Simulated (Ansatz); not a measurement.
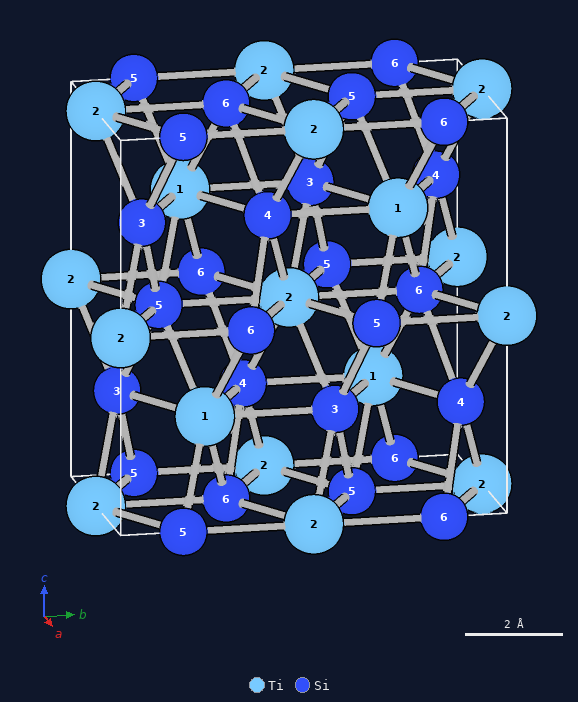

The input geometry (ball-and-stick view of the cell 4 times as large as that of the calculation, set on its symmetry axes, seen slightly off an axis; atoms are numbered from 1 in the order of the input). An atom can appear more than once, as a periodic image.

## Single-point calculation, with input and output: TiSi2

- system: TiSi2 (6 atoms in the cell)
- method: DFT r2SCAN, scalar-relativistic, plane waves, PAW, no spin polarisation (Ansatz 0.2.0)

The structure derives from an entry of the Crystallography Open Database. It belongs to a series of runs on one base structure; here: the same crystal in its conventional cell. Figures and captions count atoms from 1; the log counts them from 0 in places.

### The program's output
```
Engine: ansatz 0.2.0, x86_64-unknown-linux-gnu
Pseudopotentials: kind: paw
Pseudopotential: Ti, paw, valence charge 12, recommended cutoff 500 eV (meta_gga), Ti.paw.azcp
Pseudopotential: Si, paw, valence charge 4, recommended cutoff 500 eV (meta_gga), Si.paw.azcp
Functional definition: r2SCAN
  parameter k0 = 0.174
  parameter k1 = 0.065
  parameter a1 = 4.9479
  exchange = r2scan_x(k0 = k0, k1 = k1, a1 = a1)
  correlation = r2scan_c
Crystal: 6 atoms, lattice volume = 83.788 Å³
Basis set: ecut = 500 eV, 2129 PW (Γ), exchange–correlation on 180×144×144 points (64 copies of the dense FFT grid, shifted against one another)
Bands: 26, of which v1, the nominal top of the filled ones, is band 20 counted from 1 (19 counted from 0)
Symmetry: 8 space group operations
Space group: Fddd (ITA 70), of the structure as read, at distance tolerance 4.4e-5 Å
k-points: 171 of 1000
Non-local potential: Ti, projectors of the file, l = 0: 3, l = 1: 2, l = 2: 3, l = 3: 1
Non-local potential: Si, projectors of the file, l = 0: 2, l = 1: 2, l = 2: 2
PAW form: soft (Blöchl's): semilocal exchange-correlation on the pseudo side does not see the compensation charge
PAW frozen core: Ti, regenerated for the run's functional (the file was generated under x = pbe(κ = 0.804, μ = 0.2195149727645171), c = pbe(β = 0.06672455060314922))
PAW frozen core: Si, regenerated for the run's functional (the file was generated under x = pbe(κ = 0.804, μ = 0.2195149727645171), c = pbe(β = 0.06672455060314922))
PAW one-centre angular grid: Ti, 590 points (default); XC on 160 Gauss nodes
PAW one-centre angular grid: Si, 302 points (default); XC on 160 Gauss nodes
Initial density: superposition of atomic densities (neutral atoms: chi_scale 0, normalization atom), corrected by the library's trained network
Initial wavefunctions: pseudopotential atomic-orbital guess
Functional: x = r2scan, c = r2scan; τ floored in thin density (d = 2e-4 eV/Å³)
SCF iter   1: F=—  HF=-7568.069476 eV  |F-HF|=—  |Δ(HF+E_count)|=         —  Δρ=9.29e-3  dr2=6.12e-2  dr2_τ=5.07e-2  ethr=1.77e-3  ⟨swp⟩=6.1  Hψ=22422  notcnv=0
preconditioner: auto → Kerker (q_TF=auto, 2.412 Å⁻¹)  [metal: Δε(μ)=0.014 eV  Ē_g=6.907 eV  σ=0.100 eV  W_gap=0.08  n_scr=16 (ndim 8)  ℏωp=19.9 eV  f_vac=0.000  D(μ)=2.03/eV (n_scr^D=12)]
SCF iter   2: F=—  HF=-7568.185697 eV  |F-HF|=—  |Δ(HF+E_count)|=   1.16e-1  Δρ=3.95e-3  dr2=1.27e-2  dr2_τ=9.25e-4  ethr=1.53e-4  ⟨swp⟩=2.0  Hψ=9828  notcnv=0  defer=240
SCF iter   3: F=—  HF=-7568.186244 eV  |F-HF|=—  |Δ(HF+E_count)|=   5.47e-4  Δρ=2.39e-3  dr2=4.52e-3  dr2_τ=6.76e-5  ethr=3.17e-5  ⟨swp⟩=1.0  Hψ=4206  notcnv=0  defer=240
SCF iter   4: F=—  HF=-7568.186139 eV  |F-HF|=—  |Δ(HF+E_count)|=   1.05e-4  Δρ=2.06e-4  dr2=3.11e-5  dr2_τ=7.96e-7  ethr=1.13e-5  ⟨swp⟩=2.0  Hψ=6261  notcnv=0  defer=240
SCF iter   5: F=—  HF=-7568.186157 eV  |F-HF|=—  |Δ(HF+E_count)|=   1.84e-5  Δρ=3.57e-5  dr2=7.13e-7  dr2_τ=5.08e-8  ethr=7.77e-8  ⟨swp⟩=2.2  Hψ=6849  notcnv=0  defer=240
SCF iter   6: F=-7568.186157 eV  HF=-7568.186157 eV  |F-HF|=4.59e-9  |Δ(HF+E_count)|=   3.40e-7  Δρ=7.92e-6  dr2=4.84e-8  dr2_τ=7.87e-10  ethr=2.50e-10  ⟨swp⟩=9.0  Hψ=20301  notcnv=0
SCF 1 converged in 6 iterations: F = -7568.186157 eV  dr2 = 4.84e-8
  greatest PAW one-centre occupation: 1.002 electrons in one spin orbital (limit 2), on the Ti atom at site 1 (counted from 0), in its partial waves of l = 1
SCF converged after 6 iterations
Free energy (F): -7568.186157 eV
Harris-Foulkes:  -7568.186157 eV  (|F-HF|=4.59e-9)
Internal energy: -7568.175933 eV  (E = F + TS)
E sigma→0 (E₀):  -7568.181045 eV
Entropy (-TS):   -0.010224 eV (-1.704 meV/atom)
Fermi energy:    12.689273 eV
--- Per-component energies (eV) ---
  E_band       = -244.517263
  E_kinetic    = 720.528072
  E_local      = -2014.251206  (includes V_loc(G=0)·N_el)
  E_nonlocal   = 111.470203
  E_hartree    = 879.197568
  E_xc         = -399.424020
  E_vxc        = -476.771129  (∫ρ·V_xc dr)
  E_paw        = -4191.500781  (= ΣΔE_a)
  E_vpaw       = -370.872858  (= ΣTr[D̂ρ^β])
  E_aug_tail   = 0.000202  (compensation charges beyond the density's cutoff)
  E_vtau       = 26.988048  (kinetic-family band-sum trace: ∫τ·v_τ [+ j·A + Jᵃ·Aᵃ] dr)
  E_ewald      = -2673.383324
  E_core_change = -0.812646  (= ΣΔE_core)
  E_smearing   = -0.010224  (= −TS)
  E_closure    = 0.000000  (closes the sum)
  Σ components = -7568.186157   (vs F -7568.186157, Δ=0.00e0)
--- Forces (eV/Å), atoms counted from 1 ---
  atom   1  Ti    -0.00000000     0.00000000     0.00000000
  atom   2  Ti     0.00000000     0.00000000     0.00000000
  atom   3  Si     0.00000000    -0.00015211     0.00000000
  atom   4  Si     0.00000000     0.00015211     0.00000000
  atom   5  Si     0.00000000     0.00015211     0.00000000
  atom   6  Si     0.00000000    -0.00015211     0.00000000
  max |Σ_I F_I| component: 0.00e0 eV/Å
--- Stress (GPa, compression-positive) ---
        0.007708       0.000000       0.000000
        0.000000       0.014055       0.000000
        0.000000       0.000000       0.005899
  P = ⅓ Tr σ = 0.0092 GPa (0.092 kbar)
--- Band table (eV; the first three rows and the last of 171) ---
  k-point 0: bands = ["-45.9636", "-45.9332", "-21.2959", "-21.2800", "-21.2026", "-21.1873", "-21.1623", "-21.1606", "-0.6969", "5.6433", "6.6928", "6.8908", "7.2890", "8.6256", "8.7790", "9.9058", "10.2499", "10.3672", "10.6689", "11.1199", "11.6987", "14.9517", "16.0487", "16.3411", "16.3436", "16.3455"]
  k-point 1: bands = ["-45.9630", "-45.9337", "-21.2955", "-21.2797", "-21.2052", "-21.1873", "-21.1625", "-21.1603", "-0.5850", "5.4707", "6.1136", "6.8529", "7.6245", "8.6414", "8.9025", "9.8672", "10.1419", "10.3516", "11.1296", "11.1902", "11.6721", "14.8408", "15.9928", "16.0347", "16.2690", "16.4109"]
  k-point 2: bands = ["-45.9614", "-45.9353", "-21.2957", "-21.2775", "-21.2127", "-21.1869", "-21.1638", "-21.1583", "-0.2558", "5.0607", "5.2477", "6.8051", "7.6244", "8.4858", "9.4252", "9.4864", "10.5819", "10.7259", "11.3963", "11.4487", "11.9261", "14.5189", "15.6592", "15.7638", "15.9167", "16.0105"]
  k-point 170: bands = ["-45.9482", "-45.9482", "-21.2551", "-21.2551", "-21.2343", "-21.2343", "-21.1609", "-21.1609", "1.3563", "1.3563", "7.4130", "7.4130", "7.4863", "7.4863", "9.5183", "9.5183", "10.9094", "10.9094", "11.6174", "11.6174", "13.5177", "13.5177", "16.1124", "16.1124", "16.3245", "16.3245"]
```

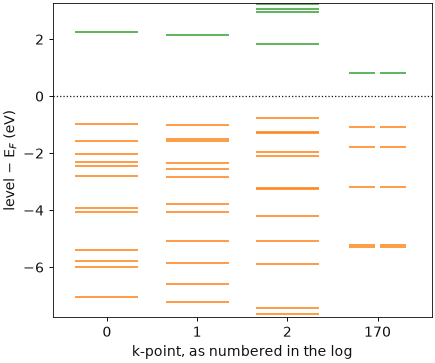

Kohn–Sham levels near the Fermi level (dotted) at the few k-points that the log prints; levels within 0.02 eV of each other stand side by side. The system is metallic on the full mesh.

The run was set up as follows.

### Input
```yaml
crystal:
  lattice:
    - [0.0, 4.1159871625, 4.2581108936]
    - [2.3903428585, 0.0, 4.2581108936]
    - [2.3903428585, 4.1159871625, 0.0]
  atoms:
    - { symbol: Ti, position: [0.75, 0.75, 0.75] }
    - { symbol: Ti, position: [0.5, 0.5, 0.5] }
    - { symbol: Si, position: [0.0873300277, 0.4126699723, 0.0873300277] }
    - { symbol: Si, position: [0.4126699723, 0.0873300277, 0.4126699723] }
    - { symbol: Si, position: [0.1626699723, 0.8373300277, 0.1626699723] }
    - { symbol: Si, position: [0.8373300277, 0.1626699723, 0.8373300277] }
basis:
  ecutwfc: 500
kpoints:
  mp_grid: { grid: [10, 10, 10] }
hamiltonian:
  xc: r2scan
scf:
  occupations: { method: gaussian, width: 0.1 }
output:
  forces: true
  stress: true
  eigenvalues: true
```

Run as:
```bash
ansatz run input.yaml --threads 1 --pin off --max-ram 2560MiB --backend cpu --events-out ev --progress --plain --runs-dir out
```

### Results in brief

| quantity | value |
| --- | --- |
| outcome | converged |
| space group (tolerance 0.01 Å) | Fddd (70) |
| electrons treated | 40 |
| free energy | −7568.1862 eV |
| Fermi energy | 12.689 eV |
| gap on the k-point mesh | none (metallic) |
| pressure | 0.01 GPa |
| largest force (length of the vector) | under 0.001 eV/Å |
| hardware | 1 thread of AMD EPYC (Zen 3), 189 GiB of memory available, shared host |
| wall time | 100 s |
| peak memory | 0.89 GiB |
